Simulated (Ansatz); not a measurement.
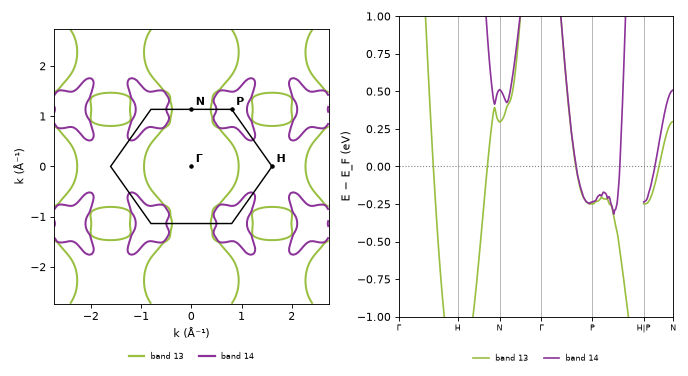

Lu (Im-3m): cut through the Fermi surface in the plane through Γ, H and P, and the bands that cross the Fermi level.

Method: DFT LDA, scalar-relativistic, plane waves, PAW; levels and slopes on a dense k mesh at the converged density (Ansatz). Started with collinear moments, which vanished: the result is non-magnetic and both spins have the same bands. k mesh for the levels: 34×34×34. Cell and positions as given, without relaxation (residual pressure −5 GPa). The cell comes from a database of computed structures, not from a measurement.

### Give each band's level at the labelled points, in eV from the Fermi level.

```
   band      Γ      H      N
band 13  above  below  +0.30
band 14  above  above  +0.51
```

Negative values are filled states; "above" and "below" lie outside the plotted window.

Spin-orbit coupling is left out; with Lu it can split, shift or remove sheets.
